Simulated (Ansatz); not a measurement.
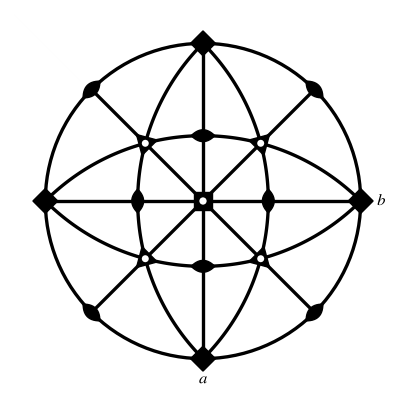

Stereographic projection: heavy lines are mirror planes (a heavy rim: a mirror in the plane of the page); lens, triangle, square and hexagon are 2-, 3-, 4- and 6-fold axes, a lens in an open square is −4, a triangle in an open hexagon −6; thin dashed diameters join the ends of axes that lie in the page; a small open circle marks inversion. The c axis points at the viewer. Computed from the symmetry operations of a computed or model structure of composition Si, which need not be its known form.

Q: Identify the point group and its elements.

A: m-3m (Oh), order 48, cubic system: three fourfold axes, four threefold axes, six twofold axes, nine mirror planes, an inversion centre.

Q: Which physical properties does it allow?

A: It is centrosymmetric, so neither piezoelectric nor pyroelectric; it is not chiral.
